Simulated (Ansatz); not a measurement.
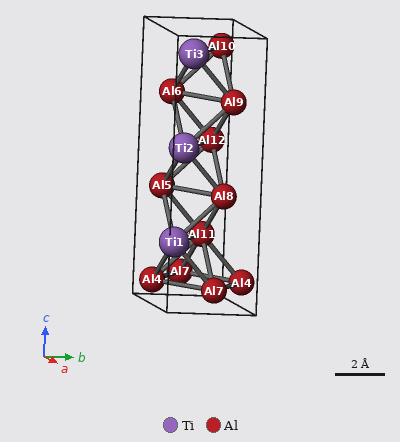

Fig. 1: The structure (ball-and-stick view of the cell of the calculation, seen slightly off an axis; atoms are numbered from 1 in the order of the input). An atom can appear more than once, as a periodic image. Near neighbours in the periodic cell (some may lie outside the picture): Ti has 12 Al at 2.79 Å; Ti has 10 Al at 2.46 to 2.79 Å; Al has 7 Al at 2.46 to 2.79 Å and 3 Ti at 2.46 to 2.79 Å; Al has 8 Al at 2.79 Å and 4 Ti at 2.79 Å; Al has 6 Al at 2.46 to 2.79 Å and 4 Ti at 2.79 Å.

Single-point calculation, with input and output: TiAl$_{3}$

System: TiAl$_{3}$ (Cm, 12 atoms in the cell).
Method: DFT PBEsol, scalar-relativistic, plane waves, PAW, no spin polarisation (Ansatz 0.2.0).

The structure derives from a Materials Project entry. It belongs to a series of runs on one base structure; here: the crystal above the cut slid by 0.3333 of the vector 1 a1 + -1 a2 (5.584 Å). Figures and captions count atoms from 1; the log counts them from 0 in places.

### What the program printed
```
Engine: ansatz 0.2.0, aarch64-unknown-linux-gnu
Pseudopotentials: kind: paw
Pseudopotential: Ti, paw, valence charge 12, recommended cutoff 420 eV (normal), Ti.paw.azcp
Pseudopotential: Al, paw, valence charge 3, recommended cutoff 420 eV (normal), Al.paw.azcp
Functional definition: PBEsol
  exchange = pbesol_x
  correlation = pbesol_c
Crystal: 12 atoms, lattice volume = 184.657 Å³
Basis set: ecut = 420 eV, 3633 PW (Γ), exchange–correlation on 54×54×162 points (8 copies of the dense FFT grid, shifted against one another)
Bands: 44, of which v1, the nominal top of the filled ones, is band 32 counted from 1 (31 counted from 0)
Symmetry: 2 space group operations
Space group: Cm (ITA 8), of the structure as read, at distance tolerance 5.7e-5 Å
k-points: 164 of 576 (time reversal used)
Non-local potential: Ti, projectors of the file, l = 0: 3, l = 1: 2, l = 2: 3, l = 3: 1
Non-local potential: Al, projectors of the file, l = 0: 2, l = 1: 2, l = 2: 1
PAW form: soft (Blöchl's): semilocal exchange-correlation on the pseudo side does not see the compensation charge
PAW frozen core: Ti, regenerated for the run's functional, and the local potential with it (the file was generated under x = pbe(κ = 0.804, μ = 0.2195149727645171), c = pbe(β = 0.06672455060314922))
PAW frozen core: Al, regenerated for the run's functional, and the local potential with it (the file was generated under x = pbe(κ = 0.804, μ = 0.2195149727645171), c = pbe(β = 0.06672455060314922))
PAW one-centre angular grid: Ti, 590 points (default); XC on 64 Gauss nodes
PAW one-centre angular grid: Al, 110 points (default); XC on 64 Gauss nodes
Initial density: superposition of atomic densities (neutral atoms: chi_scale 0, normalization atom), corrected by the library's trained network
Initial wavefunctions: pseudopotential atomic-orbital guess
Functional: x = pbesol(κ = 0.804, μ = 0.12345679012345678), c = pbesol(β = 0.046)
SCF iter   1: F=—  HF=-12145.853115 eV  |F-HF|=—  |Δ(HF+E_count)|=         —  Δρ=6.63e-3  dr2=6.28e-1  ethr=1.77e-3  ⟨swp⟩=7.1  Hψ=34599  notcnv=0
preconditioner: auto → Kerker (q_TF=auto, 2.281 Å⁻¹)  [metal: Δε(μ)=0.003 eV  Ē_g=5.378 eV  σ=0.150 eV  W_gap=0.01  n_scr=38 (ndim 8)  ℏωp=17.1 eV  f_vac=0.000  D(μ)=5.51/eV (n_scr^D=42)]
SCF iter   2: F=—  HF=-12145.832163 eV  |F-HF|=—  |Δ(HF+E_count)|=   2.10e-2  Δρ=3.42e-3  dr2=2.16e-1  ethr=9.97e-4  ⟨swp⟩=1.0  Hψ=8528  notcnv=0
SCF iter   3: F=—  HF=-12145.820775 eV  |F-HF|=—  |Δ(HF+E_count)|=   1.14e-2  Δρ=6.90e-4  dr2=3.06e-3  ethr=3.42e-4  ⟨swp⟩=1.2  Hψ=6680  notcnv=0
SCF iter   4: F=—  HF=-12145.820399 eV  |F-HF|=—  |Δ(HF+E_count)|=   3.76e-4  Δρ=2.32e-4  dr2=2.33e-4  ethr=4.86e-6  ⟨swp⟩=2.0  Hψ=8281  notcnv=0
SCF iter   5: F=—  HF=-12145.820366 eV  |F-HF|=—  |Δ(HF+E_count)|=   3.28e-5  Δρ=5.06e-5  dr2=1.07e-5  ethr=3.70e-7  ⟨swp⟩=2.7  Hψ=11142  notcnv=0
SCF iter   6: F=—  HF=-12145.820342 eV  |F-HF|=—  |Δ(HF+E_count)|=   2.37e-5  Δρ=1.71e-5  dr2=9.35e-7  ethr=1.69e-8  ⟨swp⟩=2.2  Hψ=9455  notcnv=0  defer=161
SCF iter   7: F=-12145.820342 eV  HF=-12145.820342 eV  |F-HF|=9.58e-9  |Δ(HF+E_count)|=   1.48e-7  Δρ=2.48e-6  dr2=1.27e-8  ethr=1.59e-10  ⟨swp⟩=14.1  Hψ=46467  notcnv=0
SCF 1 converged in 7 iterations: F = -12145.820342 eV  dr2 = 1.27e-8
  greatest PAW one-centre occupation: 0.999 electrons in one spin orbital (limit 2), on the Ti atom at site 0 (counted from 0), in its partial waves of l = 0
```

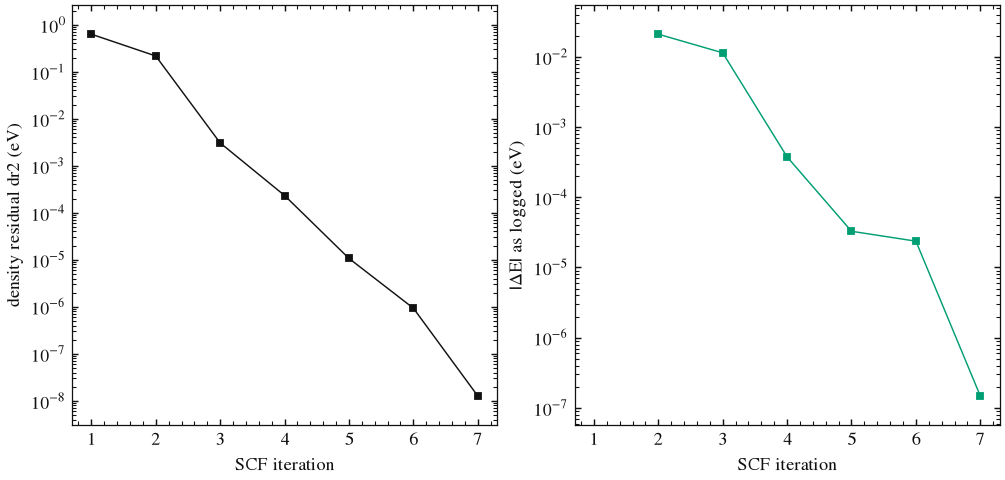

Fig. 2: Convergence of the self-consistent field: density residual dr2 and size of the energy change against the SCF iteration. The residual falls at every step.

```
SCF converged after 7 iterations
Free energy (F): -12145.820342 eV
Harris-Foulkes:  -12145.820342 eV  (|F-HF|=9.58e-9)
Internal energy: -12145.754139 eV  (E = F + TS)
E sigma→0 (E₀):  -12145.787240 eV
Entropy (-TS):   -0.066203 eV (-5.517 meV/atom)
Fermi energy:    10.257315 eV
--- Per-component energies (eV) ---
  E_band       = -437.169746
  E_kinetic    = 1040.649436
  E_local      = -3553.377099  (includes V_loc(G=0)·N_el)
  E_nonlocal   = 128.234115
  E_hartree    = 1566.753867
  E_xc         = -651.599316
  E_vxc        = -635.791297  (∫ρ·V_xc dr)
  E_paw        = -7165.181721  (= ΣΔE_a)
  E_vpaw       = -550.389310  (= ΣTr[D̂ρ^β])
  E_aug_tail   = 0.000317  (compensation charges beyond the density's cutoff)
  E_ewald      = -3511.824141
  E_core_change = 0.590404  (= ΣΔE_core)
  E_smearing   = -0.066203  (= −TS)
  E_closure    = 0.000000  (closes the sum)
  Σ components = -12145.820342   (vs F -12145.820342, Δ=0.00e0)
--- Forces (eV/Å), atoms counted from 1 ---
  atom   1  Ti     1.18185183    -0.21128799     0.21128799
  atom   2  Ti     0.00222594    -0.00658004     0.00658004
  atom   3  Ti    -3.32260709     0.92768399    -0.92768399
  atom   4  Al     1.81679107    -0.53494122     0.59306060
  atom   5  Al    -0.02409619     0.02626165     0.01589142
  atom   6  Al     0.09534404    -0.07541071    -0.03908263
  atom   7  Al     1.81679107    -0.59306060     0.53494122
  atom   8  Al    -0.02409619    -0.01589142    -0.02626165
  atom   9  Al     0.09534404     0.03908263     0.07541071
  atom  10  Al    -1.38388387     0.40141691    -0.40141691
  atom  11  Al    -0.23075067     0.05870833    -0.05870833
  atom  12  Al    -0.02291834    -0.01597687     0.01597687
  max |Σ_I F_I| component: 4.66e-6 eV/Å
--- Stress (GPa, compression-positive) ---
       10.162536      -2.103697       2.103697
       -2.103697       0.173076       0.489498
        2.103697       0.489498       0.173076
  P = ⅓ Tr σ = 3.5029 GPa (35.029 kbar)
--- Band table (eV; the first three rows and the last of 164) ---
  k-point 0: bands = ["-46.4254", "-46.2363", "-46.0972", "-22.8550", "-22.8345", "-22.8317", "-22.6740", "-22.6606", "-22.6165", "-22.5898", "-22.5199", "-22.4860", "-0.4131", "0.6070", "0.7435", "3.7881", "3.7985", "7.3454", "7.3862", "7.6725", "8.0895", "8.0927", "8.1026", "8.1250", "8.1725", "8.1808", "8.6843", "8.8785", "9.7306", "9.9532", "10.4342", "10.5159", "10.5631", "10.6191", "10.6459", "10.7386", "10.7972", "10.9148", "11.0251", "11.6196", "12.0655", "12.1834", "12.7351", "13.3222"]
  k-point 1: bands = ["-46.4254", "-46.2363", "-46.0972", "-22.8550", "-22.8345", "-22.8317", "-22.6740", "-22.6606", "-22.6165", "-22.5898", "-22.5199", "-22.4860", "-0.3513", "0.2238", "1.2285", "2.9286", "4.7582", "6.7452", "7.3575", "7.7452", "8.0680", "8.1032", "8.1051", "8.1747", "8.1750", "8.3384", "8.7996", "8.8580", "9.6505", "9.9758", "10.3616", "10.5176", "10.6142", "10.6186", "10.7242", "10.7444", "10.8439", "10.9224", "11.0924", "11.5173", "12.1585", "12.2422", "12.6690", "13.1622"]
  k-point 2: bands = ["-46.4254", "-46.2363", "-46.0972", "-22.8550", "-22.8345", "-22.8317", "-22.6740", "-22.6606", "-22.6165", "-22.5898", "-22.5199", "-22.4860", "-0.2319", "-0.0241", "1.6441", "2.4050", "5.7214", "5.8187", "7.3352", "7.8381", "8.0008", "8.1020", "8.1065", "8.1718", "8.1763", "8.4179", "8.8387", "8.9402", "9.6291", "9.9976", "10.2497", "10.5186", "10.5902", "10.6117", "10.7114", "10.7865", "10.9229", "10.9253", "11.1865", "11.7212", "11.9309", "12.3498", "12.6867", "12.9098"]
  k-point 163: bands = ["-46.4238", "-46.2347", "-46.0957", "-22.8624", "-22.8496", "-22.8408", "-22.6918", "-22.6785", "-22.6125", "-22.6069", "-22.5376", "-22.4820", "3.2019", "3.5616", "4.3209", "4.3741", "4.4823", "4.5727", "4.8619", "5.2615", "5.3094", "5.5625", "5.5976", "6.4304", "6.5913", "6.9286", "7.4474", "7.9903", "8.4025", "8.5534", "8.5943", "9.1536", "10.0419", "10.9332", "11.1423", "11.3672", "11.4518", "11.4653", "11.6197", "11.7590", "11.8125", "12.7667", "12.9922", "13.2219"]
```

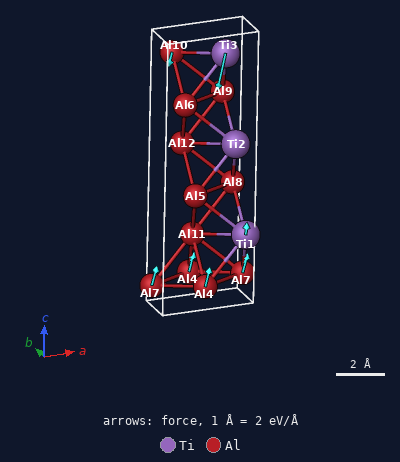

Fig. 3: Forces on the atoms as teal arrows (ball-and-stick view of the cell of the calculation, seen slightly off an axis; atoms are numbered from 1 in the order of the input); the smallest are left out. The largest act on Ti3 (3.57 eV/Å); Al4, Al7 (1.98 eV/Å); Al10 (1.50 eV/Å); Ti1 (1.22 eV/Å). The geometry is not a stationary point of this energy.

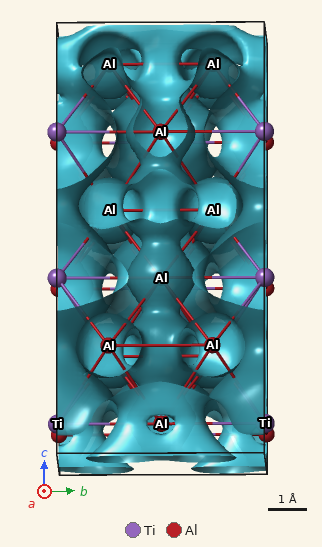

Fig. 4: Isosurface of the ELF at 0.55 (cyan), seen at an oblique angle. Only the valence region is drawn (cores and ρ < 0.01 e/Å³ removed). Sticks mark near contacts. The outline is the cell set on symmetry axes. Along the contacts the grid gives the following. Al–Al (2.46 Å): the ELF peaks at about 0.80 between the atoms, which marks a shared electron pair. Ti–Al (2.46 Å): the ELF peaks at about 0.70 between the atoms. Core electrons are frozen (PAW), so the fields are smoothed inside the atomic spheres.

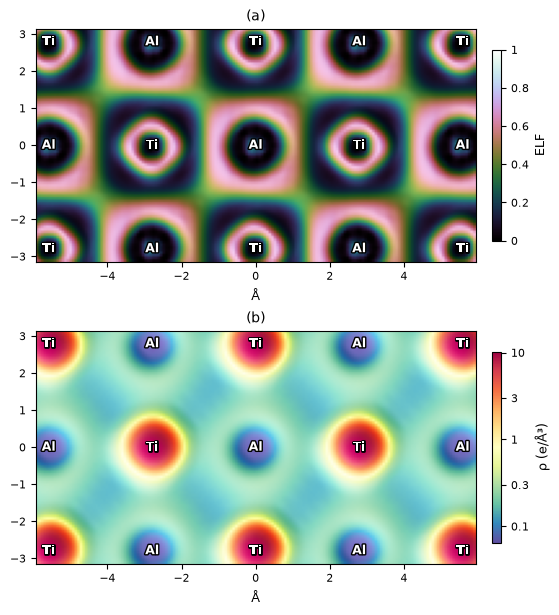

Fig. 5: (a) electron localisation function; (b) valence charge density (pseudo) on the (001) plane of the conventional cell. The section cuts through Ti and Al sites. Ti–Al (2.79 Å): the density is about 0.21 e/Å³ at the midpoint; the ELF is about 0.40 at the midpoint (nearly free electrons, as in a simple metal). Away from the nuclei the density in this plane falls to 0.13 e/Å³ at its lowest. The strong features right at Ti lie inside the PAW spheres (semicore, d or f shells) and say nothing about bonding.

This output came from the following input.

### The input
```yaml
crystal:
  lattice:
    - [0.0, -3.9483448101, 0.0]
    - [0.0, 0.0, -3.9483448101]
    - [11.8450344303, -1.3159833252, 1.3159833252]
  atoms:
    - { symbol: Ti, position: [-0.083319445, 1.083319445, 0.2499833333] }
    - { symbol: Ti, position: [-0.194419445, 1.194419445, 0.5833166667] }
    - { symbol: Ti, position: [-0.305519445, 1.305519445, 0.91665] }
    - { symbol: Al, position: [0.472230555, 0.027769445, 0.0833166667] }
    - { symbol: Al, position: [0.361130555, 0.138869445, 0.41665] }
    - { symbol: Al, position: [0.250030555, 0.249969445, 0.7499833333] }
    - { symbol: Al, position: [-0.027769445, 0.527769445, 0.0833166667] }
    - { symbol: Al, position: [-0.138869445, 0.638869445, 0.41665] }
    - { symbol: Al, position: [-0.249969445, 0.749969445, 0.7499833333] }
    - { symbol: Al, position: [0.194480555, 0.805519445, 0.91665] }
    - { symbol: Al, position: [0.416680555, 0.583319445, 0.2499833333] }
    - { symbol: Al, position: [0.305580555, 0.694419445, 0.5833166667] }
basis:
  ecutwfc: 420
kpoints:
  mp_grid: { grid: [12, 12, 4] }
hamiltonian:
  xc: pbesol
scf:
  occupations: { method: gaussian, width: 0.15 }
output:
  forces: true
  stress: true
  eigenvalues: true
  write_density: true
  write_potential: true
  elf: true
  volumetric_format: npy
```

Launch command:
```bash
ansatz run input.yaml --threads 2 --pin off --max-ram 5120MiB --backend cpu --events-out ev --progress --plain --runs-dir out
```

### Summary

| quantity | value |
| --- | --- |
| outcome | converged |
| space group (tolerance 0.01 Å) | Cm (8) |
| electrons treated | 63 |
| free energy | −12145.8203 eV |
| Fermi energy | 10.257 eV |
| gap on the k-point mesh | none (metallic) |
| pressure | 3.50 GPa |
| largest force (length of the vector) | 3.572 eV/Å |
| hardware | 2 threads of Arm Neoverse V1, 24 GiB of memory available, shared host |
| wall time | 97 s (CPU time 3.2 min) |
| peak memory | 1.1 GiB |
